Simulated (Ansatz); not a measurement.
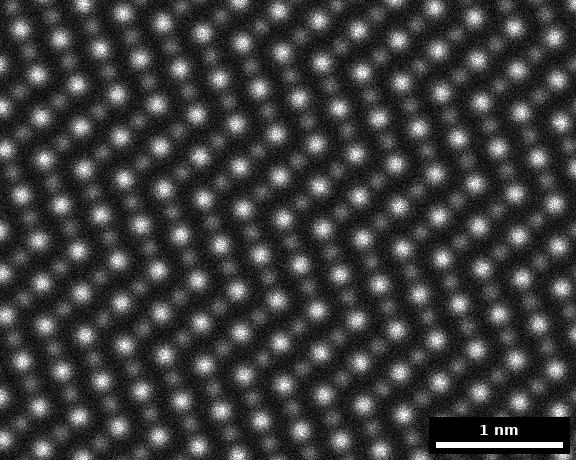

Integrated-DPC-like image of KF (P6_3/mmc, No. 194). Simulated as the projected potential of neutral atoms (B = 0.5 Å²) blurred by a 0.84 Å probe, the thin-sample limit of integrated differential phase contrast. Shot noise was added. Model: the geometry relaxed with DFT PBE, scalar-relativistic, plane waves, PAW (Ansatz 0.2.0); the starting structure was generated, so it need not be a known form of this composition.

```
K F
1.0
     3.78215    0.00000    0.00000
    -1.89107    3.27543    0.00000
     0.00000    0.00000   12.85150
K F
4 4
Direct
  0.00000 0.00000 0.00000
  0.33333 0.66667 0.25000
  0.00000 0.00000 0.50000
  0.66667 0.33333 0.75000
  0.66667 0.33333 0.12336
  0.66667 0.33333 0.37664
  0.33333 0.66667 0.62336
  0.33333 0.66667 0.87664
```

> Along which zone axis is the crystal seen: [311], [100], [201] or [001]? (Directions equivalent by symmetry count as one.)

[100]. The projected cells are 3.08 × 3.35 Å, 109° for [311]; 3.28 × 12.85 Å, 90° for [100]; 3.26 × 3.66 Å, 116° for [201]; 3.78 × 3.78 Å, 120° for [001], and the image repeats as the [100] one does.
